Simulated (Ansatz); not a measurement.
**Sn: geometry relaxation (part 2 of 2)**

Sn (2 atoms in the cell); DFT, r2SCAN, plane waves, PAW, no spin polarisation (Ansatz 0.2.0); cutoff 500 eV, 6×6×6 k-mesh, Fermi–Dirac smearing of 0.134 eV. The structure derives from an entry of the Crystallography Open Database.

Geometry of the input (Å; fractional positions):
```
-2.9393  2.9393  1.6035
2.9393  -2.9393  1.6035
2.9393  2.9393  -1.6035
Sn 0.0000  0.0000  0.0000
Sn 0.7500  0.2500  0.5000
```

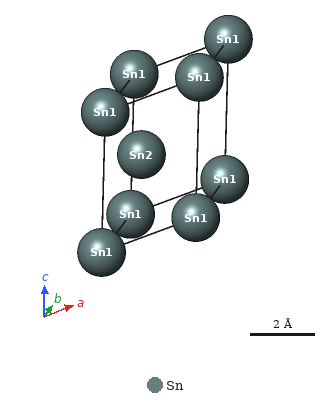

Fig. 1: The geometry at step 2 of the log (spheres-only view of the reduced cell, seen slightly off an axis; atoms are numbered from 1 in the order of the input).

### Log, continued
```
SCF iter   1: F=—  HF=-12077.053786 eV  |F-HF|=—  |Δ(HF+E_count)|=         —  Δρ=1.64e-5  dr2=6.77e-8  dr2_τ=3.63e-6  ethr=1.30e-10  ⟨swp⟩=3.5  Hψ=3962  notcnv=0
preconditioner: auto → Kerker (q_TF=auto, 2.437 Å⁻¹)  [metal: Δε(μ)=0.073 eV  Ē_g=29.346 eV  σ=0.134 eV  W_gap=0.13  n_scr=16 (ndim 8)  ℏωp=26.5 eV  f_vac=0.000  D(μ)=1.08/eV (n_scr^D=4)]
SCF iter   2: F=—  HF=-12077.053801 eV  |F-HF|=—  |Δ(HF+E_count)|=   1.47e-5  Δρ=1.85e-5  dr2=1.06e-7  dr2_τ=6.43e-10  ethr=1.30e-10  ⟨swp⟩=3.0  Hψ=1459  notcnv=0
SCF iter   3: F=—  HF=-12077.053801 eV  |F-HF|=—  |Δ(HF+E_count)|=   4.28e-8  Δρ=1.19e-5  dr2=4.73e-8  dr2_τ=2.99e-10  ethr=1.30e-10  ⟨swp⟩=1.0  Hψ=900  notcnv=0
SCF iter   4: F=—  HF=-12077.053801 eV  |F-HF|=—  |Δ(HF+E_count)|=   2.57e-8  Δρ=4.73e-6  dr2=9.60e-9  dr2_τ=1.01e-10  ethr=1.30e-10  ⟨swp⟩=1.0  Hψ=901  notcnv=0
SCF iter   5: F=-12077.053801 eV  HF=-12077.053801 eV  |F-HF|=4.32e-9  |Δ(HF+E_count)|=   3.33e-9  Δρ=3.63e-6  dr2=5.24e-9  dr2_τ=7.82e-11  ethr=2.34e-11  ⟨swp⟩=8.2  Hψ=4021  notcnv=0
SCF 4 converged in 5 iterations: F = -12077.053801 eV  dr2 = 5.24e-9
relax step   4: F+E_penalty+E_count = -12077.05380084 eV  Δ(F+E_penalty+E_count) = -6.254e-6 eV  max|allowed force component| = 3.469e-18 eV/Å  Δτ_max = 0.0000 Å  P = +0.001 GPa  Ω = 55.185 Å³  energy of the carried Pulay correction = +5.627e-6 eV  (5 SCF iters, dr2 threshold 6.55e-9 eV, accepted)
Initial wavefunctions: pseudopotential atomic-orbital guess (no wavefunctions were taken with the density)
iter 1 solved again at ethr=9.88e-8 eV; its pass at ethr=3.10e-3 eV (dr2=2.77e-5 eV) is discarded
SCF iter   1: F=—  HF=-12077.053798 eV  |F-HF|=—  |Δ(HF+E_count)|=         —  Δρ=4.62e-6  dr2=5.80e-9  dr2_τ=4.34e-9  ethr=9.88e-8  ⟨swp⟩=3.8  Hψ=7006  notcnv=0
eigensolver tolerance schedule: the retry pair's looser diagonalisation over-reported the residual by 4765.75 of it (diagonalisation noise at 0.18 of the residual, at the tolerance the schedule requests for it); recorded, not acted on — ethr = c·dr2/N_el stays at c = 1.0e-1
preconditioner: auto → Kerker (q_TF=auto, 2.437 Å⁻¹)  [metal: Δε(μ)=0.073 eV  Ē_g=29.347 eV  σ=0.134 eV  W_gap=0.13  n_scr=16 (ndim 8)  ℏωp=26.5 eV  f_vac=0.000  D(μ)=1.08/eV (n_scr^D=4)]
SCF iter   2: F=—  HF=-12077.053798 eV  |F-HF|=—  |Δ(HF+E_count)|=   6.49e-8  Δρ=2.89e-6  dr2=2.71e-9  dr2_τ=9.19e-11  ethr=2.07e-11  ⟨swp⟩=2.4  Hψ=1351  notcnv=0
SCF iter   3: F=—  HF=-12077.053798 eV  |F-HF|=—  |Δ(HF+E_count)|=   3.39e-9  Δρ=4.96e-7  dr2=1.38e-10  dr2_τ=3.25e-12  ethr=9.66e-12  ⟨swp⟩=2.0  Hψ=1017  notcnv=0
SCF iter   4: F=-12077.053798 eV  HF=-12077.053798 eV  |F-HF|=2.00e-11  |Δ(HF+E_count)|=  1.56e-10  Δρ=1.49e-7  dr2=1.27e-11  dr2_τ=2.44e-13  ethr=1.00e-12  ⟨swp⟩=6.6  Hψ=4288  notcnv=0
SCF 5 converged in 4 iterations: F = -12077.053798 eV  dr2 = 1.27e-11
relax step   5: F+E_penalty+E_count = -12077.05379831 eV  Δ(F+E_penalty+E_count) = +2.532e-6 eV  max|allowed force component| = 6.939e-18 eV/Å  Δτ_max = 0.0000 Å  P = +0.001 GPa  Ω = 55.185 Å³  stress off target by 1.34e-3 GPa  SCF on the basis re-selected at this cell (its energy is not comparable with the rows above)  (4 SCF iters)
basis re-selected at this cell: Δ(F+E_penalty+E_count) = +2.532e-6 eV, ΔP = +0.000 GPa vs the last step (what re-selecting the basis moved, of the pressure what is left beyond the Pulay correction that the steps carried, after the strain that the cell walked since its last selection, with what the two solves' SCF thresholds leave and, on support functions, any second-order correction that the steps lacked; it is no measure of the basis error at this ecutwfc). This SCF's stress stands 1.34e-3 GPa from its target on what of the cell is left free (relax.cell.stress_tol is 5.00e-2 GPa) and its largest allowed force component is 6.94e-18 eV/Å (relax.f_tol is 1.00e-2 eV/Å): within both
SCF converged after 4 iterations
Free energy (F): -12077.053798 eV
Harris-Foulkes:  -12077.053798 eV  (|F-HF|=2.00e-11)
Internal energy: -12076.990859 eV  (E = F + TS)
E sigma→0 (E₀):  -12077.022329 eV
Entropy (-TS):   -0.062939 eV (-31.469 meV/atom)
Fermi energy:    10.535107 eV
--- Per-component energies (eV) ---
  E_band       = -188.747326
  E_kinetic    = 372.540613
  E_local      = -1723.929109  (includes V_loc(G=0)·N_el)
  E_nonlocal   = -65.635838
  E_hartree    = 1075.753290
  E_xc         = -749.207989
  E_vxc        = -208.784813  (∫ρ·V_xc dr)
  E_paw        = -8318.512560  (= ΣΔE_a)
  E_vpaw       = -727.717709  (= ΣTr[D̂ρ^β])
  E_aug_tail   = -0.000001  (compensation charges beyond the density's cutoff)
  E_vtau       = 13.272865  (kinetic-family band-sum trace: ∫τ·v_τ [+ j·A + Jᵃ·Aᵃ] dr)
  E_ewald      = -2669.469905
  E_core_change = 1.470640  (= ΣΔE_core)
  E_smearing   = -0.062939  (= −TS)
  E_closure    = -0.000000  (closes the sum)
  Σ components = -12077.053798   (vs F -12077.053798, Δ=0.00e0)
--- Forces (eV/Å), atoms counted from 1 ---
  atom   1  Sn    -0.00000000    -0.00000000     0.00000000
  atom   2  Sn    -0.00000000     0.00000000     0.00000000
  max |Σ_I F_I| component: 1.04e-17 eV/Å
--- Stress (GPa, compression-positive) ---
        0.001338       0.000000       0.000000
        0.000000       0.001338       0.000000
       -0.000000      -0.000000       0.001022
  P = ⅓ Tr σ = 0.0012 GPa (0.012 kbar)
--- Band table (eV; the first three rows and the last of 30) ---
  k-point 0: bands = ["-11.9611", "-11.8964", "-11.8429", "-11.8335", "-11.6682", "-11.6682", "-11.6597", "-11.6597", "-11.5768", "-11.4677", "-1.1159", "6.5507", "8.2532", "8.2532", "13.7458", "16.7552", "16.7552", "17.7928", "17.8965", "20.5097", "21.2602", "22.3008", "22.6265", "22.6265", "22.6801", "22.6801", "23.2457", "34.0517", "34.0517", "35.6141"]
  k-point 1: bands = ["-11.9379", "-11.8991", "-11.8545", "-11.8148", "-11.6795", "-11.6587", "-11.6551", "-11.6518", "-11.5901", "-11.4905", "-0.8592", "4.9761", "8.5589", "9.4231", "14.8566", "15.0474", "15.6004", "17.6098", "17.8144", "21.1909", "21.5294", "21.9629", "23.4566", "23.6980", "23.7117", "23.8310", "24.2012", "31.0964", "33.5954", "33.8212"]
  k-point 2: bands = ["-11.9016", "-11.8775", "-11.8747", "-11.7652", "-11.7188", "-11.6557", "-11.6414", "-11.6292", "-11.6204", "-11.5431", "-0.0906", "2.9122", "9.4586", "10.7069", "12.8159", "13.7236", "17.1762", "17.3033", "17.7363", "20.8251", "20.9819", "24.5610", "25.1629", "25.3041", "25.4150", "25.7824", "26.2946", "28.2059", "30.8148", "31.1569"]
  k-point 29: bands = ["-11.9053", "-11.9053", "-11.7007", "-11.7007", "-11.6857", "-11.6857", "-11.6654", "-11.6654", "-11.6557", "-11.6557", "2.5179", "2.5179", "5.4736", "5.4736", "16.0258", "16.0258", "19.9785", "19.9785", "23.6897", "23.6897", "24.0746", "24.0746", "25.3706", "25.3706", "25.4775", "25.4775", "25.9227", "25.9227", "26.1160", "26.1160"]
--- Relaxed structure (4 steps of the walk, 4 accepted, 1 SCFs on fresh bases) ---
  F+E_penalty+E_count = -12077.05379831 eV   max|allowed force component| = 6.939e-18 eV/Å   (the final SCF, on the basis selected at the relaxed cell)
  cell:  # Å, volume = 55.1845 Å³
    - [-2.9524225244616833, 2.9524225244616833, 1.5827066201936901]
    - [2.9524225244616833, -2.9524225244616833, 1.5827066201936901]
    - [2.9524225244616833, 2.9524225244616833, -1.5827066201936901]
  atoms:
    - { symbol: Sn, position: [6.142791015694367e-36, 2.0475970052314558e-36, 8.190388020925823e-36] }
    - { symbol: Sn, position: [0.7500000000000001, 0.24999999999999997, 0.5000000000000001] }
```

### File rho_z.tsv
```
# z_ang	rho[e/angstrom^3]
# format = ansatz-planar-average/11
# lattice	-2.952422524	2.952422524	1.582706620
# lattice	2.952422524	-2.952422524	1.582706620
# lattice	2.952422524	2.952422524	-1.582706620
# sites	2
# site	50	0.000000000	0.000000000	-0.000000000
# site	50	-0.000000000	2.952422524	0.791353310
0.000000	1.005889e0
0.124035	9.553138e-1
0.248070	8.223232e-1
0.372105	6.514474e-1
0.496140	4.881155e-1
0.620175	3.598641e-1
0.744210	2.733279e-1
0.868245	2.221786e-1
0.992280	1.965372e-1
1.116315	1.888886e-1
1.240350	1.965372e-1
1.364385	2.221786e-1
1.488420	2.733279e-1
1.612455	3.598641e-1
1.736490	4.881155e-1
1.860526	6.514474e-1
1.984561	8.223232e-1
2.108596	9.553138e-1
2.232631	1.005889e0
2.356666	9.553138e-1
2.480701	8.223232e-1
2.604736	6.514474e-1
2.728771	4.881155e-1
2.852806	3.598641e-1
2.976841	2.733279e-1
3.100876	2.221786e-1
3.224911	1.965372e-1
3.348946	1.888886e-1
3.472981	1.965372e-1
3.597016	2.221786e-1
3.721051	2.733279e-1
3.845086	3.598641e-1
3.969121	4.881155e-1
4.093156	6.514474e-1
4.217191	8.223232e-1
4.341226	9.553138e-1
```

### File v_z.tsv
```
# z_ang	v_es[eV]	v_tot[eV]
# format = ansatz-planar-average/11
# xc	r2scan
# density_cutoff_ev	2000
# datasets	Sn=:simpson_from_first_knot:soft:shift=0
# lattice	-2.952422524	2.952422524	1.582706620
# lattice	2.952422524	-2.952422524	1.582706620
# lattice	2.952422524	2.952422524	-1.582706620
# sites	2
# site	50	0.000000000	0.000000000	-0.000000000
# site	50	-0.000000000	2.952422524	0.791353310
0.000000	9.556978e0	-3.322444e0
0.124035	9.359006e0	-3.410501e0
0.248070	8.838476e0	-3.580367e0
0.372105	8.188016e0	-3.663849e0
0.496140	7.651471e0	-3.564602e0
0.620175	7.435280e0	-3.230740e0
0.744210	7.628416e0	-2.602612e0
0.868245	8.146884e0	-1.775479e0
0.992280	8.729781e0	-1.071764e0
1.116315	8.994800e0	-8.000882e-1
1.240350	8.729781e0	-1.071764e0
1.364385	8.146884e0	-1.775479e0
1.488420	7.628416e0	-2.602612e0
1.612455	7.435280e0	-3.230740e0
1.736490	7.651471e0	-3.564602e0
1.860526	8.188016e0	-3.663849e0
1.984561	8.838476e0	-3.580367e0
2.108596	9.359006e0	-3.410501e0
2.232631	9.556978e0	-3.322444e0
2.356666	9.359006e0	-3.410501e0
2.480701	8.838476e0	-3.580367e0
2.604736	8.188016e0	-3.663849e0
2.728771	7.651471e0	-3.564602e0
2.852806	7.435280e0	-3.230740e0
2.976841	7.628416e0	-2.602612e0
3.100876	8.146884e0	-1.775479e0
3.224911	8.729781e0	-1.071764e0
3.348946	8.994800e0	-8.000882e-1
3.472981	8.729781e0	-1.071764e0
3.597016	8.146884e0	-1.775479e0
3.721051	7.628416e0	-2.602612e0
3.845086	7.435280e0	-3.230740e0
3.969121	7.651471e0	-3.564602e0
4.093156	8.188016e0	-3.663849e0
4.217191	8.838476e0	-3.580367e0
4.341226	9.359006e0	-3.410501e0
```

### Trajectory as extended XYZ (Å, eV, eV/Å), 5 frames, from step=1 to step=5
```
2
Lattice="-2.9393 2.9393 1.6035 2.9393 -2.9393 1.6035 2.9393 2.9393 -1.6035" Properties=species:S:1:pos:R:3:forces:R:3 step=1 energy=-12077.05053 pressure_GPa=-0.10
Sn    0.0000    0.0000    0.0000    0.0000   0.0000   0.0000
Sn    0.0000    2.9393    0.8018    0.0000   0.0000   0.0000
2
Lattice="-2.9532 2.9532 1.5845 2.9532 -2.9532 1.5845 2.9532 2.9532 -1.5845" Properties=species:S:1:pos:R:3:forces:R:3 step=2 energy=-12077.05377 pressure_GPa=-0.08
Sn    0.0000    0.0000    0.0000    0.0000   0.0000   0.0000
Sn    0.0000    2.9532    0.7923    0.0000   0.0000   0.0000
2
Lattice="-2.9517 2.9517 1.5821 2.9517 -2.9517 1.5821 2.9517 2.9517 -1.5821" Properties=species:S:1:pos:R:3:forces:R:3 step=3 energy=-12077.05379 pressure_GPa=0.05
Sn    0.0000    0.0000    0.0000    0.0000   0.0000   0.0000
Sn    0.0000    2.9517    0.7911    0.0000   0.0000   0.0000
2
Lattice="-2.9524 2.9524 1.5827 2.9524 -2.9524 1.5827 2.9524 2.9524 -1.5827" Properties=species:S:1:pos:R:3:forces:R:3 step=4 energy=-12077.05380 pressure_GPa=0.00
Sn    0.0000    0.0000    0.0000    0.0000   0.0000   0.0000
Sn    0.0000    2.9524    0.7914    0.0000   0.0000   0.0000
2
Lattice="-2.9524 2.9524 1.5827 2.9524 -2.9524 1.5827 2.9524 2.9524 -1.5827" Properties=species:S:1:pos:R:3:forces:R:3 step=5 energy=-12077.05380 pressure_GPa=0.00
Sn    0.0000    0.0000    0.0000    0.0000   0.0000   0.0000
Sn    0.0000    2.9524    0.7914    0.0000   0.0000   0.0000
```

### Key numbers

```tsv
quantity	value
outcome	converged
space group (tolerance 0.01 Å)	I4₁/amd (141)
electrons treated	28
free energy	−12077.0538 eV
Fermi energy	10.535 eV
pressure	0.00 GPa
final volume	55.18 Å³
largest force (length of the vector) at the end	under 0.001 eV/Å
final cell	a = 4.465 Å, b = 4.465 Å, c = 4.465 Å, α = 97.22°, β = 97.22°, γ = 138.48°
hardware	1 thread of an Arm (aarch64) CPU, shared host
wall time	30 s
peak memory	0.54 GiB
```

### Notes

Settings chosen away from the usual ones: scf.n_extra_bands set to 16.
